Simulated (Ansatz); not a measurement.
A series of calculations on Cl32Li31

**1. Relaxation**

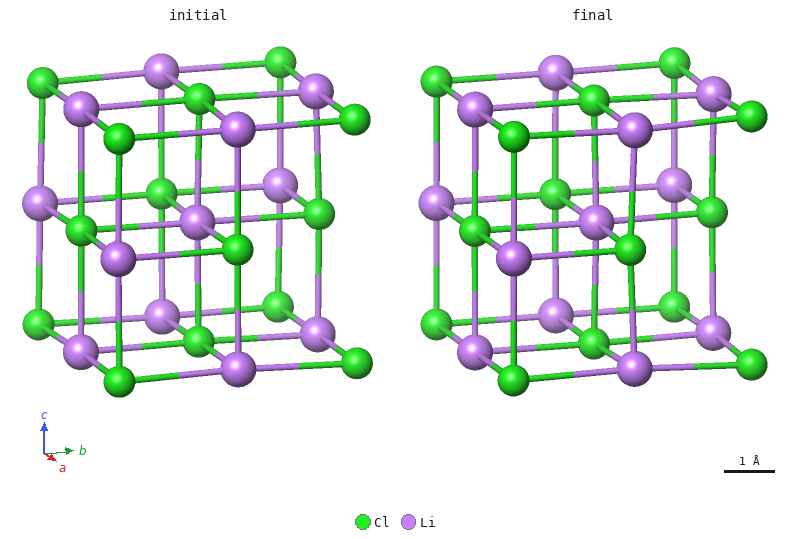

The structure of a defect cell of composition Cl₃₂Li₃₁ (cell charge +1) before (left) and after (right) a relaxation, at one scale.

A ball-and-stick model of the atoms within 5.0 Å of the atom that moves most (axes of the cell of the calculation), seen slightly off an axis.

Computed with DFT, PBEsol, PAW, plane waves in Ansatz 0.2.0. Settings: plane-wave cutoff 420 eV; k-point mesh 1 × 1 × 1; mesh shifted by (0.25, 0.25, 0.25); collinear spin; atoms relaxed in a fixed cell; force threshold 0.03 eV/Å; at most 80 steps.

What changed between the two?

Answer. A Li atom moves most: 0.083 Å along [1 2 0]. By element the largest moves are Li 0.083 Å, Cl 0.076 Å. The cell stays as it was. Among the contacts that change: Cl–Li 2.470 → 2.572 Å, Cl–Li 2.596 → 2.495 Å, Cl–Li 2.552 → 2.479 Å, Cl–Li 2.614 → 2.542 Å. Among the angles between lasting bonds that change: Cl–Li–Cl 88.9° → 94.1°, Cl–Li–Cl 91.6° → 88.1°, Cl–Li–Cl 179.7° → 176.9°. After 2 geometry steps the energy has fallen by 0.131 eV per cell of the calculation. The largest force component goes from 0.21 to 0.021 eV/Å. Cost: 3.5 s on 1 × NVIDIA GB200 with 8 threads of Arm Neoverse-V2, peak memory 1.8 GiB.

Limits of the set-up: the cell is charged, on a uniform background, and energies carry no finite-size correction.

**2. Relaxation**

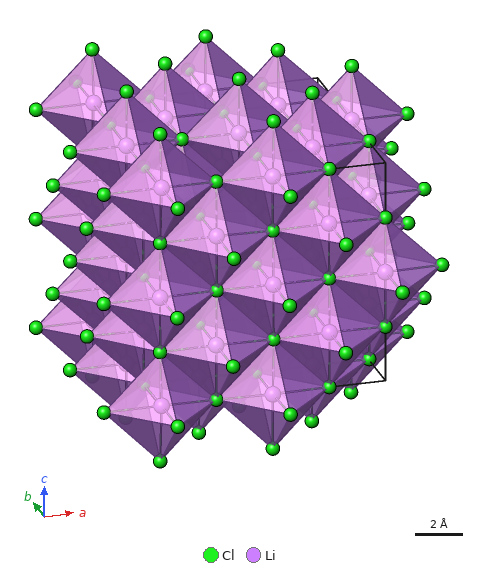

A defect cell of composition Cl32Li31 (cell charge −1), before the relaxation. Style: polyhedral. Shown: the cell of the calculation, from a free direction.

These are results of DFT, PBEsol, PAW, plane waves in Ansatz, not measurements.

Settings: plane-wave cutoff 420 eV; k-point mesh 1 × 1 × 1; mesh shifted by (0.25, 0.25, 0.25); no spin polarisation; atoms relaxed in a fixed cell; force threshold 0.03 eV/Å; at most 80 steps.

```
Cl Li
1.0
    10.13271    0.00000    0.00000
     0.00000   10.13271    0.00000
     0.00000    0.00000   10.13271
Cl Li
32 31
Direct
  0.24922 0.00112 0.00077
  0.25168 0.00268 0.50102
  0.24720 0.50119 0.00081
  0.25135 0.50266 0.49780
  0.75016 0.00013 0.00050
  0.74910 0.99840 0.49962
  0.75091 0.50066 0.00045
  0.75112 0.49771 0.50037
  0.00288 0.25122 0.00150
  0.00030 0.25290 0.50074
  0.00217 0.74805 0.00426
  0.99989 0.74862 0.50226
  0.50135 0.25261 0.99837
  0.49836 0.25071 0.49978
  0.50254 0.74804 0.00108
  0.49965 0.74999 0.49938
  0.99780 0.99516 0.25038
  0.00052 0.00304 0.74701
  0.00077 0.49740 0.25012
  0.99849 0.50333 0.75187
  0.50343 0.00071 0.24796
  0.50032 0.00137 0.74678
  0.50072 0.50094 0.24805
  0.50012 0.49651 0.74934
  0.24780 0.25044 0.25325
  0.24765 0.25204 0.75230
  0.24823 0.75217 0.24989
  0.25250 0.75150 0.74406
  0.75020 0.24819 0.25316
  0.74802 0.24894 0.74784
  0.74873 0.75028 0.25324
  0.75018 0.74968 0.75010
  0.00670 0.00249 0.00087
  0.99840 0.99819 0.49931
  0.00091 0.50073 0.00081
  0.00068 0.50216 0.49939
  0.49983 0.99973 0.99639
  0.50187 0.99884 0.50008
  0.50027 0.50313 0.99911
  0.24789 0.24998 0.00634
  0.25092 0.24646 0.49979
  0.24802 0.75176 0.99962
  0.24832 0.74837 0.50068
  0.75258 0.25260 0.00072
  0.74996 0.25106 0.50278
  0.74918 0.74742 0.00205
  0.75167 0.74974 0.50218
  0.24893 0.00252 0.25051
  0.25088 0.00259 0.75057
  0.24966 0.50017 0.25019
  0.25081 0.49585 0.75033
  0.75221 0.00135 0.25075
  0.75008 0.00410 0.74921
  0.74872 0.50255 0.25072
  0.74974 0.50043 0.74821
  0.00376 0.25307 0.24863
  0.00131 0.25199 0.75258
  0.99876 0.74934 0.25389
  0.00113 0.75203 0.75181
  0.49612 0.25303 0.25310
  0.50071 0.25011 0.74746
  0.49789 0.75268 0.25180
  0.50019 0.75096 0.74916
```

Question: Predict the outcome.

Answer: The largest moves, 0.12 Å, are those of Cl4 and Cl24. Cl4 goes roughly along [−3 −1 1]. By element the largest moves are Cl 0.12 Å, Li 0.11 Å. The lattice vectors keep their values. Near-neighbour distances that change, for instance: Cl14–Li38 2.552 → 2.434 Å, Cl2–Li41 2.470 → 2.586 Å, Cl4–Li41 2.596 → 2.484 Å, Cl4–Li36 2.540 → 2.434 Å. Among the angles between lasting bonds that change: Cl4–Li41–Cl14 88.9° → 97.2°, Cl8–Li47–Cl16 89.9° → 97.2°, Li60–Cl14–Li61 179.6° → 172.6°. Over 3 geometry steps the energy falls by 0.383 eV per cell of the calculation. The largest force component goes from 0.42 to 0.02 eV/Å.

The end point in the same view:

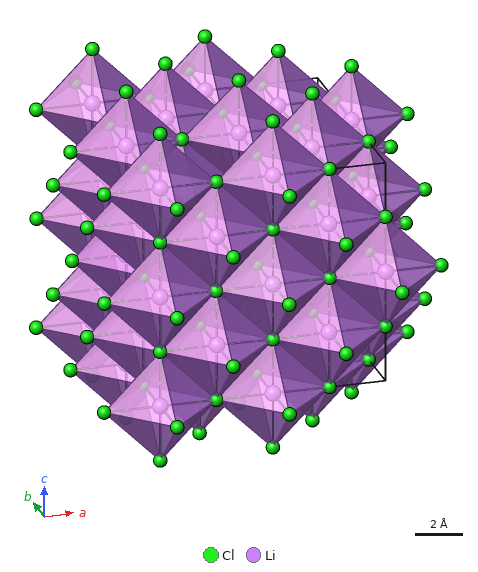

Limits of the set-up: the cell is charged, on a uniform background, and energies carry no finite-size correction.

**3. Defect**

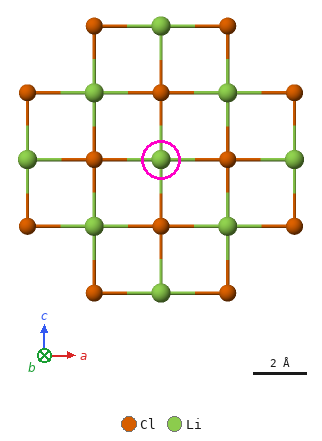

Perfect LiCl. The picture is a ball-and-stick view of the atoms within 6.0 Å of one point, in a slice 4.2 Å thick across the line of sight, seen along the b axis.

Level of theory: DFT, PBEsol, PAW, plane waves (Ansatz). Set-up: plane-wave cutoff 420 eV; k-point mesh 1 × 1 × 1; mesh shifted by (0.25, 0.25, 0.25); collinear spin. Fermi-Dirac smearing of 0.01 eV. A uniform background neutralises the charged cell. The axes drawn are those of the host's conventional cell.

A lithium atom is taken out (a vacancy) at the ringed place, in charge state +1. The supercell has 64 sites, and the atoms are relaxed at the host's cell.

Predict the relaxed surroundings of the defect.

Around the empty Li site the host had 6 Cl at 2.53 Å; after relaxation the nearest atoms are 6 Cl at 2.58 to 2.59 Å. Of the host's atoms, a lithium atom moves furthest from its site, by 0.07 Å. The cell's net moment is 2.00 μB.

The relaxed defect, seen from the same direction:

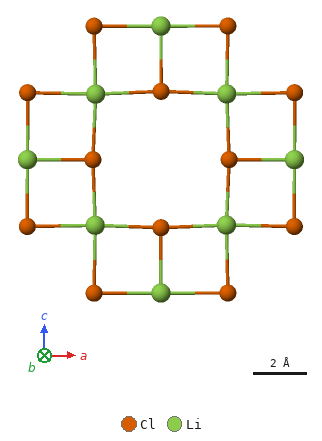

Limits of the set-up: the cell is charged, on a uniform background, and energies carry no finite-size correction.

**4. Defect**

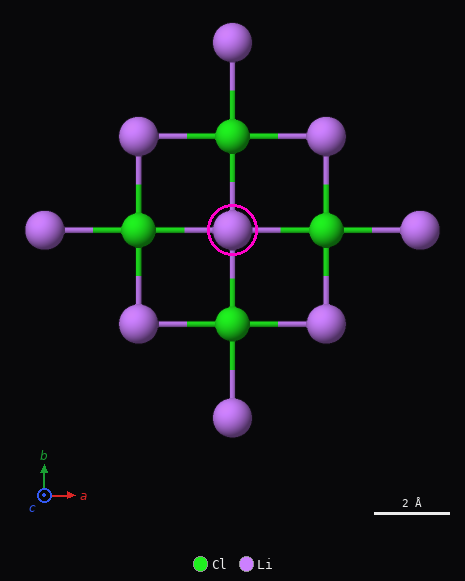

Perfect LiCl. A ball-and-stick model of the atoms within 5.4 Å of one point, in a slice 4.2 Å thick across the line of sight, seen along the c axis.

Theory: DFT, PBEsol, PAW, plane waves (Ansatz). (plane-wave cutoff 420 eV; k-point mesh 1 × 1 × 1; mesh shifted by (0.25, 0.25, 0.25); no spin polarisation) Fermi-Dirac smearing of 0.01 eV. A uniform background neutralises the charged cell. The axes drawn are those of the host's conventional cell.

A lithium atom is taken out (a vacancy) at the ringed place, in charge state −1. The supercell has 64 sites, and the atoms are relaxed at the host's cell.

Question: How do the neighbours respond?

Answer: Around the empty Li site the host had 6 Cl at 2.53 Å; after relaxation the nearest atoms are 6 Cl at 2.63 to 2.64 Å. Of the host's atoms, a chlorine atom moves furthest from its site, by 0.10 Å.

The relaxed defect, seen from the same direction:

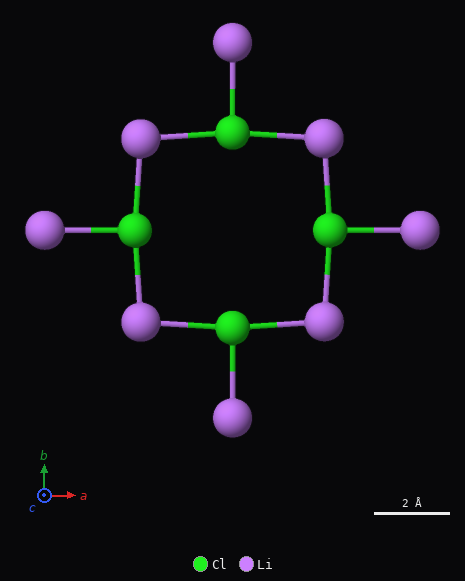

Limits of the set-up: the cell is charged, on a uniform background, and energies carry no finite-size correction.
